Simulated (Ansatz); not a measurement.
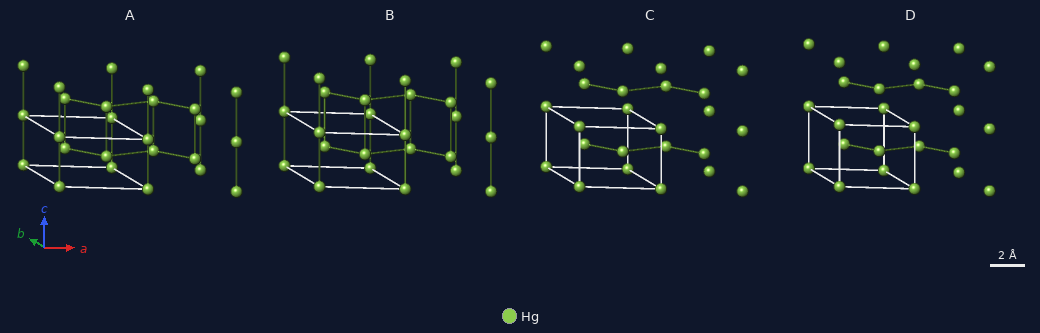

4 geometries from one relaxation of a crystal of Hg (set up in P6/mmm) (coarse preliminary run), in shuffled order. A ball-and-stick model of the cell of the calculation, repeated 2 × 1 × 2 with one cell outlined, seen slightly off an axis.

Computed with DFT PBE+D3(BJ), scalar-relativistic, plane waves, PAW (Ansatz 0.2.0). (plane-wave cutoff 420 eV; k-point mesh 6 × 6 × 6; occupations gaussian; smearing width 0.1 eV; no spin polarisation; cell and atoms relaxed; force threshold 0.05 eV/Å; at most 80 steps)

Q: Order the frames from highest to lowest energy.

A: D, C, B, A. They are steps 0, 2, 4, 9, at +266 meV per atom, +87.7 meV per atom, +33.7 meV per atom relative to the last. No atom moves by more than 0.005 Å relative to the cell. The volume changes by +11.2 %, with a = b 4.540 → 5.353 Å (+17.9 %), c 3.870 → 3.097 Å (−20.0 %). Some distances before and after: Hg–Hg 3.870 → 3.097 Å, Hg–Hg 2.621 → 3.090 Å. The space group stays P6/mmm (No. 191). Over 7 accepted moves (9 points after the start) the energy falls by 266 meV per atom. All forces vanish by symmetry, so only the cell relaxes. The pressure goes from 9.75 to −0.02 GPa. The SCF was repeated twice at an unchanged geometry on a basis and grid sized afresh for the cell, which shifted the energy by 12.1 meV per atom at most.
